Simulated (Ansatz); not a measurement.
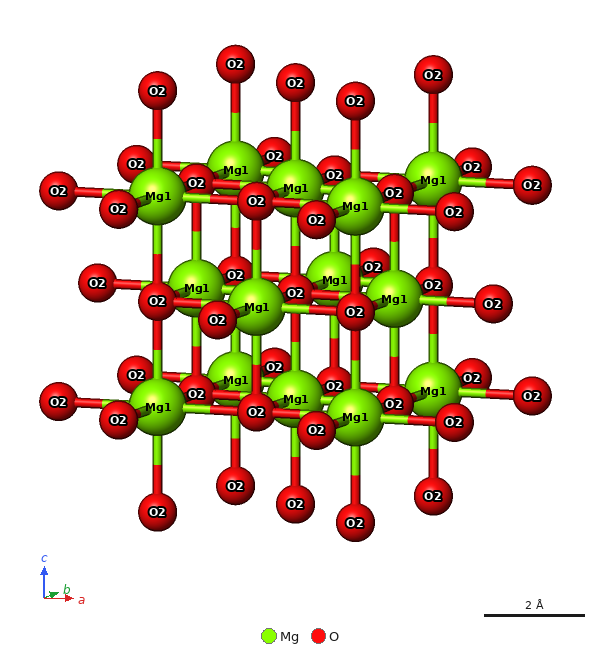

Reference structure: crystalline MgO (set up in Fm-3m). Style: ball-and-stick. Shown: the conventional cell (4 times the calculation's cell), slightly off an axis. Lengths and directions refer to the drawn axes.

Theory: DFT PBE, scalar-relativistic, plane waves, PAW in Ansatz 0.2.0. (plane-wave cutoff 420 eV; k-point mesh 10 × 10 × 10; occupations gaussian; smearing width 0.02 eV; no spin polarisation)

The variant: All lengths are scaled by +3.2 % (volume +10.0 %), the atoms keeping their fractional coordinates. No relaxation follows.

Question: What is the effect?

Answer: The energy rises by 38.0 meV per atom. The pressure goes from 0.0 to −11.7 GPa. All forces vanish by symmetry. Near-neighbour distances before and after: Mg–O 2.127 → 2.196 Å. The space group stays Fm-3m (No. 225).

Drawn alike, the variant:

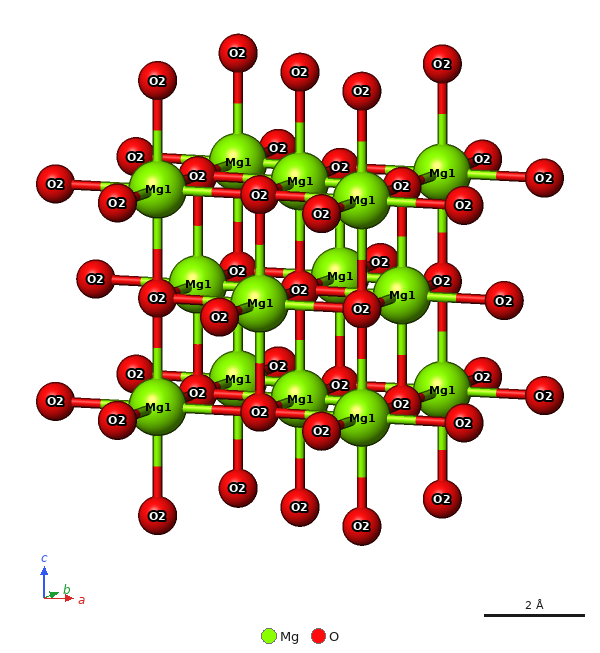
